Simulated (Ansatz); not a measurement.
**Single-point calculation of Zr₂O**

System: Zr₂O (6 atoms in the cell).
Method: DFT PBEsol, scalar-relativistic, plane waves, PAW, no spin polarisation (Ansatz 0.2.0).

The structure was made by swapping elements on the sites of another compound; it need not be a known phase. It belongs to a series of runs on one base structure; here: N -> O on all its sites, cell and atoms relaxed. Figures and captions count atoms from 1; the log counts them from 0 in places.

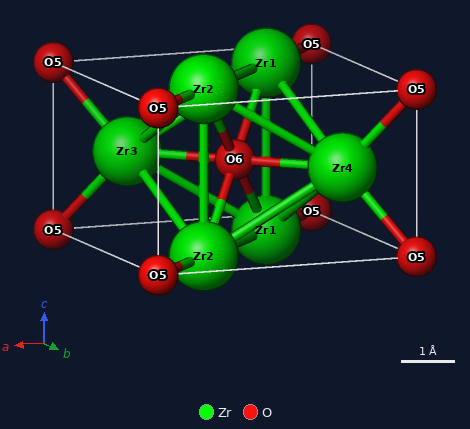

The structure as given in the input (ball-and-stick view of the cell of the calculation, seen at an oblique angle; atoms are numbered from 1 in the order of the input). An atom can appear more than once, as a periodic image. Near neighbours in the periodic cell (some may lie outside the picture): Zr has 3 O at 2.23 Å and 11 Zr at 3.07 to 3.25 Å; O has 6 Zr at 2.23 Å.

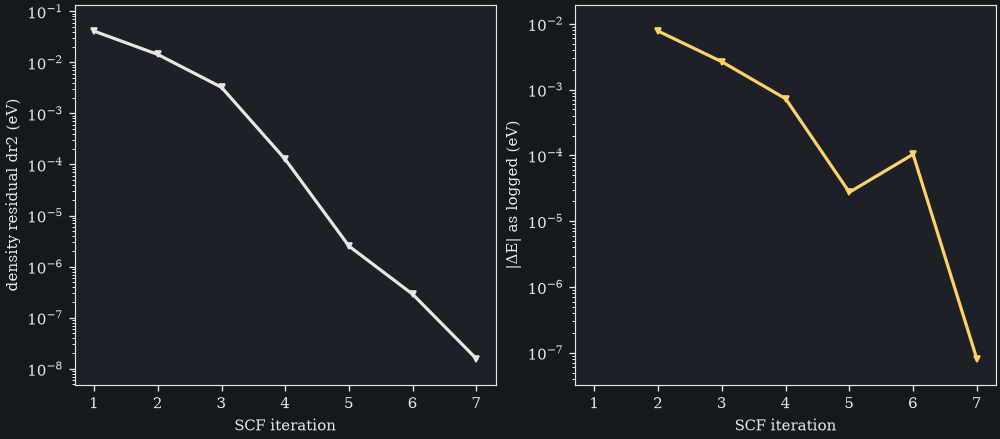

Convergence of the self-consistent field: density residual dr2 and size of the energy change against the SCF iteration. The residual falls at every step.

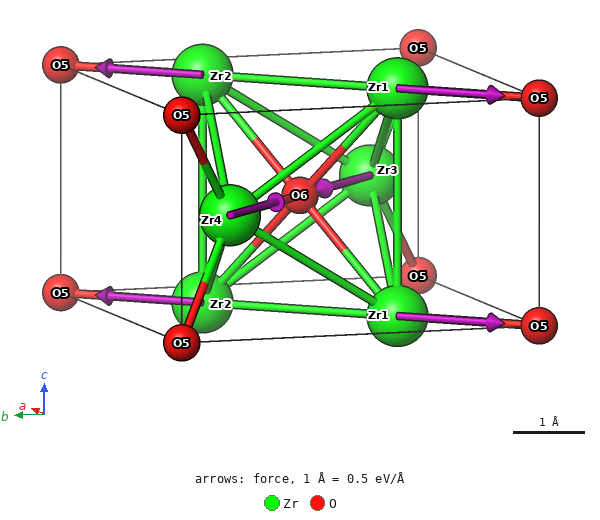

Forces on the atoms as pink arrows (ball-and-stick view of the cell of the calculation, seen at an oblique angle; atoms are numbered from 1 in the order of the input). The largest act on all 4 Zr atoms (0.85 eV/Å). The geometry is not a stationary point of this energy.

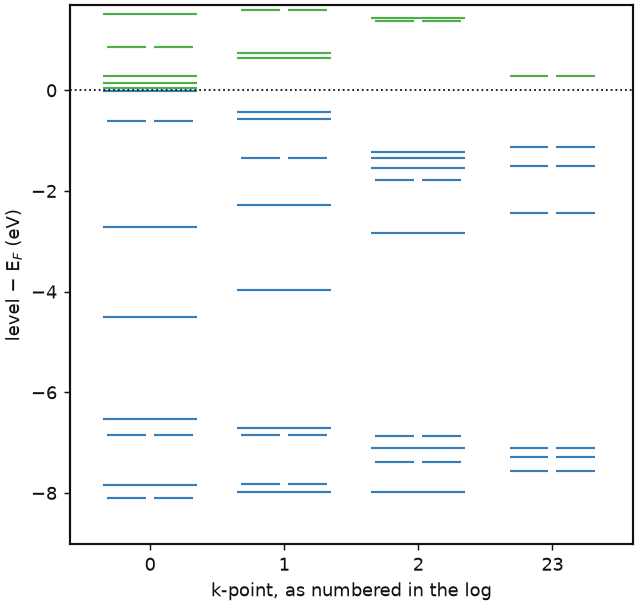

Kohn–Sham levels near the Fermi level (dotted) at the few k-points that the log prints; levels within 0.02 eV of each other stand side by side. The system is metallic on the full mesh.

The input that produced these results follows, with the program's output.

**Input**
```yaml
crystal:
  lattice:
    - [5.3266981075, 0.0, 0.0]
    - [0.0, 5.3266981075, 0.0]
    - [0.0, 0.0, 3.2462041456]
  atoms:
    - { symbol: Zr, position: [0.2962523363, 0.2962523363, 0.0] }
    - { symbol: Zr, position: [0.7037476637, 0.7037476637, 0.0] }
    - { symbol: Zr, position: [0.7962523363, 0.2037476637, 0.5] }
    - { symbol: Zr, position: [0.2037476637, 0.7962523363, 0.5] }
    - { symbol: O, position: [0.0, 0.0, 0.0] }
    - { symbol: O, position: [0.5, 0.5, 0.5] }
basis:
  ecutwfc: 420
kpoints:
  mp_grid: { grid: [4, 4, 6] }
hamiltonian:
  xc: pbesol
scf:
  occupations: { method: gaussian, width: 0.1 }
output:
  forces: true
  stress: true
  eigenvalues: true
```

Run as:
```bash
ansatz run input.yaml --threads 1 --pin off --max-ram 2560MiB --backend cpu --events-out ev --progress --plain --runs-dir out
```

**What the program printed**
```
Engine: ansatz 0.2.0, x86_64-unknown-linux-gnu
Pseudopotentials: kind: paw
Pseudopotential: Zr, paw, valence charge 12, recommended cutoff 420 eV (normal), Zr.paw.azcp
Pseudopotential: O, paw, valence charge 6, recommended cutoff 420 eV (normal), O.paw.azcp
Functional definition: PBEsol
  exchange = pbesol_x
  correlation = pbesol_c
Crystal: 6 atoms, lattice volume = 92.107 Å³
Basis set: ecut = 420 eV, 1819 PW (Γ), exchange–correlation on 72×72×48 points (8 copies of the dense FFT grid, shifted against one another)
Bands: 36, of which v1, the nominal top of the filled ones, is band 30 counted from 1 (29 counted from 0)
Symmetry: 16 space group operations
Space group: P42/mnm (ITA 136), of the structure as read, at distance tolerance 4.5e-5 Å
k-points: 24 of 96
Non-local potential: Zr, projectors of the file, l = 0: 3, l = 1: 2, l = 2: 2, l = 3: 2
Non-local potential: O, projectors of the file, l = 0: 2, l = 1: 2, l = 2: 1
PAW form: soft (Blöchl's): semilocal exchange-correlation on the pseudo side does not see the compensation charge
PAW frozen core: Zr, regenerated for the run's functional, and the local potential with it (the file was generated under x = pbe(κ = 0.804, μ = 0.2195149727645171), c = pbe(β = 0.06672455060314922))
PAW frozen core: O, regenerated for the run's functional, and the local potential with it (the file was generated under x = pbe(κ = 0.804, μ = 0.2195149727645171), c = pbe(β = 0.06672455060314922))
PAW one-centre angular grid: Zr, 590 points (default); XC on 64 Gauss nodes
PAW one-centre angular grid: O, 110 points (default); XC on 64 Gauss nodes
Initial density: superposition of atomic densities (neutral atoms: chi_scale 0, normalization atom), corrected by the library's trained network
Initial wavefunctions: pseudopotential atomic-orbital guess
Functional: x = pbesol(κ = 0.804, μ = 0.12345679012345678), c = pbesol(β = 0.046)
SCF iter   1: F=—  HF=-17642.285761 eV  |F-HF|=—  |Δ(HF+E_count)|=         —  Δρ=8.36e-3  dr2=4.10e-2  ethr=1.77e-3  ⟨swp⟩=4.8  Hψ=3287  notcnv=0
preconditioner: auto → Kerker (q_TF=auto, 2.540 Å⁻¹)  [metal: Δε(μ)=0.100 eV  Ē_g=5.983 eV  σ=0.100 eV  W_gap=0.44  n_scr=22 (ndim 8)  ℏωp=19.0 eV  f_vac=0.000  D(μ)=4.40/eV (n_scr^D=38)]
SCF iter   2: F=—  HF=-17642.278013 eV  |F-HF|=—  |Δ(HF+E_count)|=   7.75e-3  Δρ=4.42e-3  dr2=1.43e-2  ethr=6.84e-5  ⟨swp⟩=1.2  Hψ=1084  notcnv=0
SCF iter   3: F=—  HF=-17642.275360 eV  |F-HF|=—  |Δ(HF+E_count)|=   2.65e-3  Δρ=2.02e-3  dr2=3.25e-3  ethr=2.39e-5  ⟨swp⟩=2.0  Hψ=1126  notcnv=0
SCF iter   4: F=—  HF=-17642.274633 eV  |F-HF|=—  |Δ(HF+E_count)|=   7.27e-4  Δρ=3.94e-4  dr2=1.26e-4  ethr=5.42e-6  ⟨swp⟩=2.0  Hψ=1120  notcnv=0
SCF iter   5: F=—  HF=-17642.274606 eV  |F-HF|=—  |Δ(HF+E_count)|=   2.75e-5  Δρ=6.18e-5  dr2=2.52e-6  ethr=2.10e-7  ⟨swp⟩=3.0  Hψ=1588  notcnv=0
SCF iter   6: F=—  HF=-17642.274501 eV  |F-HF|=—  |Δ(HF+E_count)|=   1.04e-4  Δρ=1.33e-5  dr2=2.87e-7  ethr=4.20e-9  ⟨swp⟩=2.4  Hψ=1504  notcnv=0
SCF iter   7: F=-17642.274501 eV  HF=-17642.274501 eV  |F-HF|=9.00e-9  |Δ(HF+E_count)|=   8.08e-8  Δρ=3.58e-6  dr2=1.56e-8  ethr=1.67e-10  ⟨swp⟩=7.5  Hψ=3091  notcnv=0
SCF 1 converged in 7 iterations: F = -17642.274501 eV  dr2 = 1.56e-8
  greatest PAW one-centre occupation: 0.996 electrons in one spin orbital (limit 2), on the Zr atom at site 3 (counted from 0), in its partial waves of l = 0
SCF converged after 7 iterations
Free energy (F): -17642.274501 eV
Harris-Foulkes:  -17642.274501 eV  (|F-HF|=9.00e-9)
Internal energy: -17642.251017 eV  (E = F + TS)
E sigma→0 (E₀):  -17642.262759 eV
Entropy (-TS):   -0.023484 eV (-3.914 meV/atom)
Fermi energy:    16.245806 eV
--- Per-component energies (eV) ---
  E_band       = -258.132139
  E_kinetic    = 1696.858525
  E_local      = -2939.137031  (includes V_loc(G=0)·N_el)
  E_nonlocal   = 421.032057
  E_hartree    = 958.497250
  E_xc         = -793.450431
  E_vxc        = -956.397588  (∫ρ·V_xc dr)
  E_paw        = -11905.153513  (= ΣΔE_a)
  E_vpaw       = -397.491357  (= ΣTr[D̂ρ^β])
  E_aug_tail   = 0.005006  (compensation charges beyond the density's cutoff)
  E_ewald      = -5081.636338
  E_core_change = 0.733458  (= ΣΔE_core)
  E_smearing   = -0.023484  (= −TS)
  E_closure    = -0.000000  (closes the sum)
  Σ components = -17642.274501   (vs F -17642.274501, Δ=0.00e0)
--- Forces (eV/Å), atoms counted from 1 ---
  atom   1  Zr    -0.60415046    -0.60415046    -0.00000000
  atom   2  Zr     0.60415046     0.60415046     0.00000000
  atom   3  Zr    -0.60415046     0.60415046    -0.00000000
  atom   4  Zr     0.60415046    -0.60415046     0.00000000
  atom   5  O      0.00000000    -0.00000000     0.00000000
  atom   6  O     -0.00000000    -0.00000000    -0.00000000
  max |Σ_I F_I| component: 1.11e-16 eV/Å
--- Stress (GPa, compression-positive) ---
        3.170080      -0.000000      -0.000000
       -0.000000       3.170080       0.000000
       -0.000000       0.000000       3.300503
  P = ⅓ Tr σ = 3.2136 GPa (32.136 kbar)
--- Band table (eV; the first three rows and the last of 24) ---
  k-point 0: bands = ["-32.8672", "-32.6892", "-32.6892", "-32.6192", "-12.3927", "-11.1973", "-11.1973", "-11.1604", "-10.8782", "-10.8119", "-10.5553", "-10.5553", "-10.4103", "-10.4003", "-10.4003", "-10.2689", "-5.1231", "-3.6153", "8.1544", "8.1544", "8.4002", "9.3898", "9.3898", "9.7089", "11.7452", "13.5293", "15.6417", "15.6417", "16.2249", "16.2832", "16.3928", "16.5317", "17.0998", "17.0998", "17.7694", "17.9860"]
  k-point 1: bands = ["-32.8392", "-32.6780", "-32.6780", "-32.6239", "-12.2879", "-11.1350", "-11.1350", "-11.0914", "-10.9957", "-10.8630", "-10.7001", "-10.7001", "-10.6607", "-10.4294", "-10.4294", "-10.3175", "-4.9634", "-3.6751", "8.2648", "8.4239", "8.4239", "9.4004", "9.4004", "9.5446", "12.2807", "13.9700", "14.9034", "14.9034", "15.6698", "15.8123", "16.8890", "16.9792", "17.8358", "17.8358", "18.1627", "18.4249"]
  k-point 2: bands = ["-32.7706", "-32.6557", "-32.6557", "-32.6456", "-12.0231", "-11.2385", "-11.1692", "-10.9888", "-10.9888", "-10.9603", "-10.9603", "-10.9463", "-10.9085", "-10.5287", "-10.5287", "-10.4596", "-4.6250", "-3.8935", "8.2691", "8.8621", "8.8621", "9.1409", "9.3745", "9.3745", "13.4130", "14.4668", "14.4668", "14.7015", "14.9034", "15.0217", "17.6163", "17.6163", "17.6923", "18.2541", "18.2959", "19.1177"]
  k-point 23: bands = ["-32.6913", "-32.6913", "-32.6491", "-32.6491", "-11.9814", "-11.9814", "-11.3512", "-11.3512", "-10.8410", "-10.8410", "-10.7696", "-10.7696", "-10.5840", "-10.5840", "-10.4499", "-10.4499", "-4.3244", "-4.3244", "8.6736", "8.6736", "8.9588", "8.9588", "9.1463", "9.1463", "13.8145", "13.8145", "14.7513", "14.7513", "15.1215", "15.1215", "16.5345", "16.5345", "18.2674", "18.2674", "18.8874", "18.8874"]
```

**Summary**

```json
{"quantity": "outcome", "value": "converged"}
{"quantity": "space group (tolerance 0.01 Å)", "value": "P4₂/mnm (136)"}
{"quantity": "electrons treated", "value": "60"}
{"quantity": "free energy", "value": "−17642.2745 eV"}
{"quantity": "Fermi energy", "value": "16.246 eV"}
{"quantity": "gap on the k-point mesh", "value": "none (metallic)"}
{"quantity": "pressure", "value": "3.21 GPa"}
{"quantity": "largest force (length of the vector)", "value": "0.854 eV/Å"}
{"quantity": "hardware", "value": "1 thread of Intel Xeon (Granite Rapids), 192 GiB of memory available, shared host"}
{"quantity": "wall time", "value": "2.5 s"}
{"quantity": "peak memory", "value": "0.4 GiB"}
```
